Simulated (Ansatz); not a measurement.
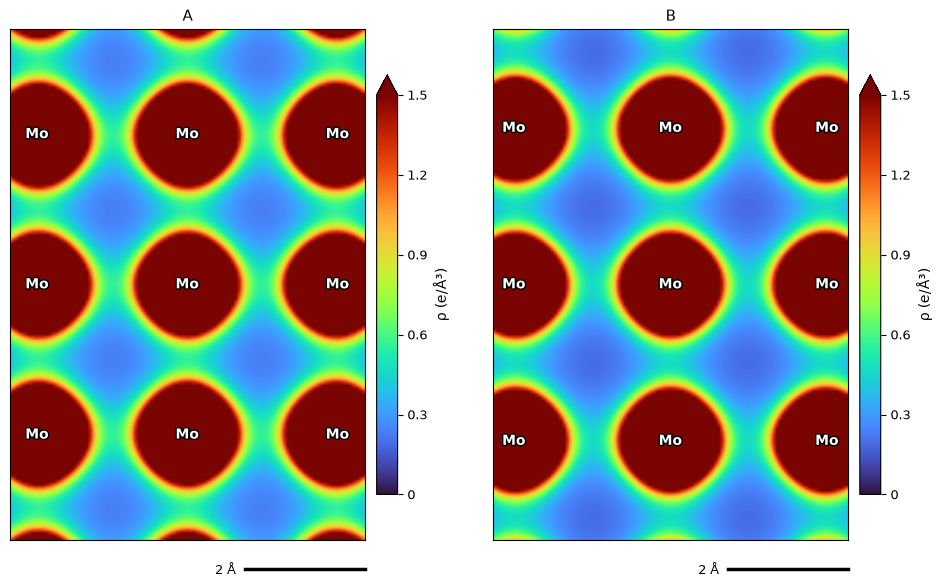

Mo. The valence charge density (pseudo) of two cells that differ in size, on the (001) plane of each (indices in the axes of the calculation cell), at one length scale and on one colour scale; one has 15.7 and the other 17.8 Å³ an atom.

Theory: DFT, PBEsol, plane waves (420 eV) with PAW, scalar-relativistic (Ansatz).

The larger cell:

```
Mo
1.0
     2.60855    0.00000    0.00000
     0.00000    2.60855    0.00000
     0.00000    0.00000    2.60855
Mo
1
Direct
  0.00000 0.00000 0.00000
```

The smaller cell: a = 2.504 Å, b = 2.504 Å, c = 2.504 Å, α = 90.00°, β = 90.00°, γ = 90.00°.

### Which panel shows the smaller cell, and what does the compression change?

Panel A is the smaller cell, by 12 % in volume. From the larger cell to the smaller, Mo–Mo goes from 2.61 to 2.50 Å, and the density at its midpoint from 0.47 to 0.56 e/Å³; the pressure goes from −8 to 19 GPa.
